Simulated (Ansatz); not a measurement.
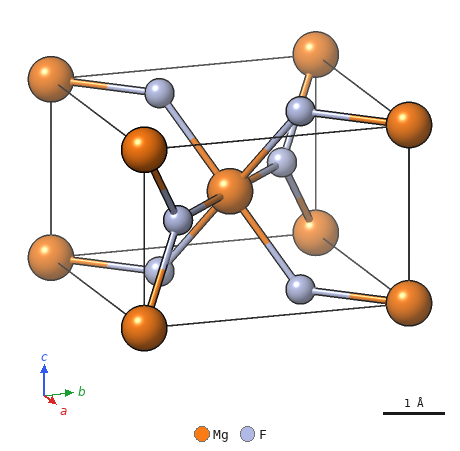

This is solid MgF₂ (built on the rutile type) at its r2SCAN-relaxed geometry. A ball-and-stick model of the cell of the calculation, seen slightly off an axis.

These are results of Ansatz, DFT, r2SCAN, plane waves, PAW, not measurements. (plane-wave cutoff 500 eV; k-point mesh 6 × 6 × 8; occupations fixed; no spin polarisation)

The variant: The cell is strained by +4.0 % along c and none across it (volume +4.0 %). The atoms were relaxed with r2SCAN under that strain, and this is a single point on that geometry.

Question: What does the calculation give for the changed structure?

Answer: Near-neighbour distances before and after: F–Mg 1.995 → 2.036 Å, F–Mg 1.980 → 1.989 Å. The space group stays P4_2/mnm (No. 136). Energy change: +10.5 meV per atom. The pressure goes from 0.0 to −4.1 GPa. The principal stresses (compression positive) are −7.5 GPa along c and −2.4 GPa across it. The forces stay under 0.01 eV/Å.

Drawn alike, the variant:

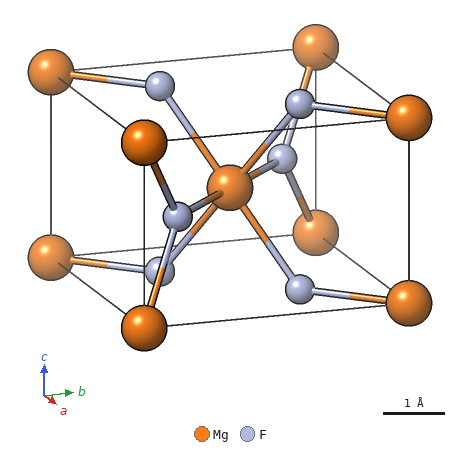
